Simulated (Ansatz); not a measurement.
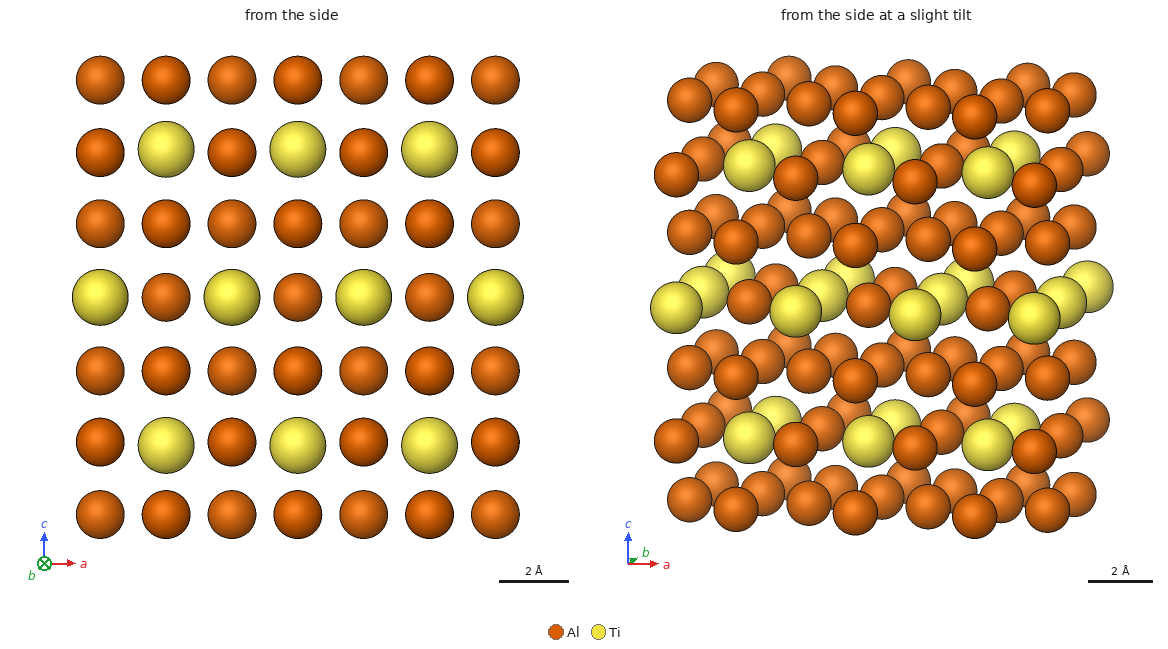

A spheres-only picture of a periodic slab, seen from the side and from the side at a slight tilt. The surface normal points up in side views; the vacuum is left out. 3×2 cells are drawn in the plane, with atoms at the edges repeated.

The cell holds 3 Ti, 11 Al. The slab was cut from bulk TiAl3 (I4/mmm).

**Which species face the vacuum on either side?**

The top face ends in Al, the bottom face in Al. The two faces are alike.

**Estimate the thickness.**

About 13 Å from the lowest to the highest atom.

**What is the order of the atomic planes, starting from the top?**

Seven planes: Al / TiAl / Al / TiAl / Al / TiAl / Al.

**What facet is shown?**

(0 0 1).

The model was built from a structure listed in the Materials Project, from which a slab was cut. The atoms were relaxed in a fixed cell with DFT PBE, scalar-relativistic, plane waves, PAW (Ansatz 0.2.0).
